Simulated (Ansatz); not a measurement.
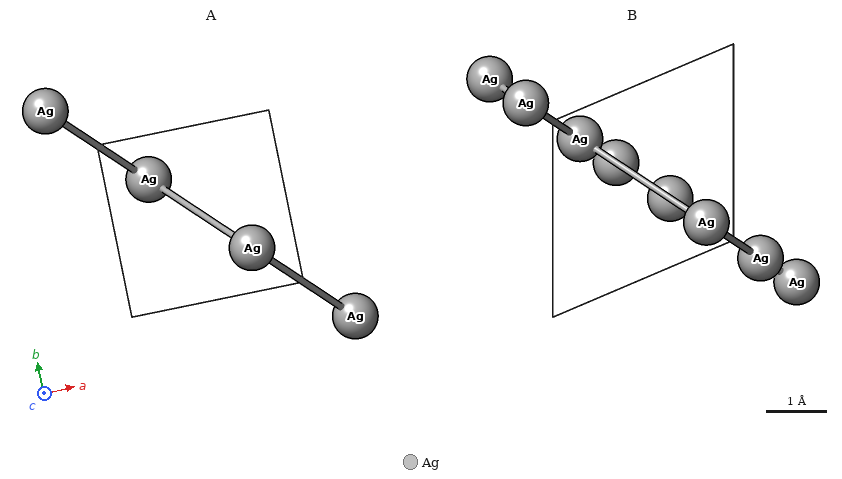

Two geometries of solid Ag (built on the iodine_64 type) (coarse preliminary run), drawn at one scale. One is the start of a relaxation, the other its converged end. The picture is a ball-and-stick view of the cell of the calculation, seen along the c axis.

Computed with DFT PBEsol, scalar-relativistic, plane waves, PAW (Ansatz). Settings: plane-wave cutoff 420 eV; k-point mesh 6 × 6 × 4; occupations gaussian; smearing width 0.1 eV; no spin polarisation; cell and atoms relaxed; force threshold 0.04 eV/Å; at most 70 steps.

Which of the two is the end point?

Structure A is the relaxed one. Case: iodine type (Cmce, No. 64). After 9 accepted moves (11 points after the start) the energy has fallen by 1621 meV per atom. The largest force component goes from 11 to 0.00014 eV/Å. Pressure: 33.48 GPa at the start and 0.19 GPa at the end. At 2 points the geometry stayed and the basis and grid were re-selected for the new cell (energy shift of 1.8 meV per atom at most each time). The largest moves relative to the cell, 0.42 Å, are those of Ag atoms. Cell: a = b 3.278 → 2.928 Å (−10.7 %), c 7.372 → 7.787 Å (+5.6 %), γ 66.9° → 89.9°. Volume −8.4 %. Some distances before and after: Ag–Ag 2.038 → 2.840 Å, Ag–Ag 3.365 → 2.844 Å, Ag–Ag 3.313 → 2.844 Å, Ag–Ag 3.278 → 2.928 Å. Among the angles between lasting bonds that change: Ag–Ag–Ag 105.2° → 86.5°, Ag–Ag–Ag 167.0° → 180.0°, Ag–Ag–Ag 169.5° → 180.0°. The space group (tolerance 0.01 Å) goes from Cmce (No. 64) to I4/mmm (No. 139). The run took roughly 70 core-seconds on a shared host.
